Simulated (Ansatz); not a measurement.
Consider Si54O (cell with a defect).

Si54O (cell with a defect), 55 atoms, a = 11.60 Å, b = 11.60 Å, c = 11.60 Å, α = 60.00°, β = 60.00°, γ = 60.00°.

Theory: Ansatz, DFT PBE, scalar-relativistic, plane waves, PAW.

What can the converged valence pseudo-density and electron localisation function tell about the bonding?

Answer. Si–O (1.89 Å): ρ is about 0.71 e/Å³ halfway; the ELF peaks at about 0.85 between the atoms.

Does the calculation give a band gap?

Answer. It is metallic or semimetallic at this level of theory: no gap opens.

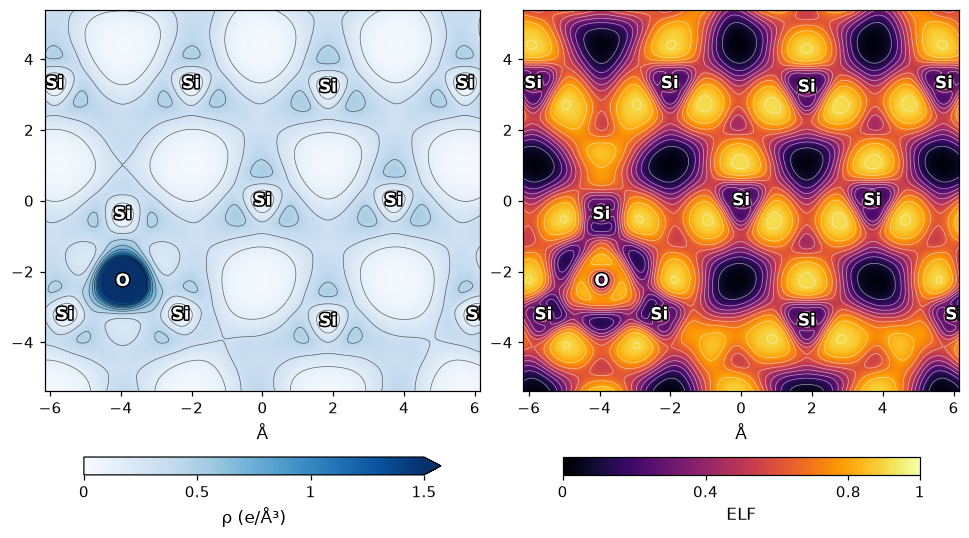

Computed valence pseudo-density and electron localisation function on the (111) plane of the calculation cell, in this order. Atoms just off the plane (Si, 0.8 Å away) can leave unmarked features too.

In a PAW calculation such maps are meaningful between the atoms, not at the nuclei.
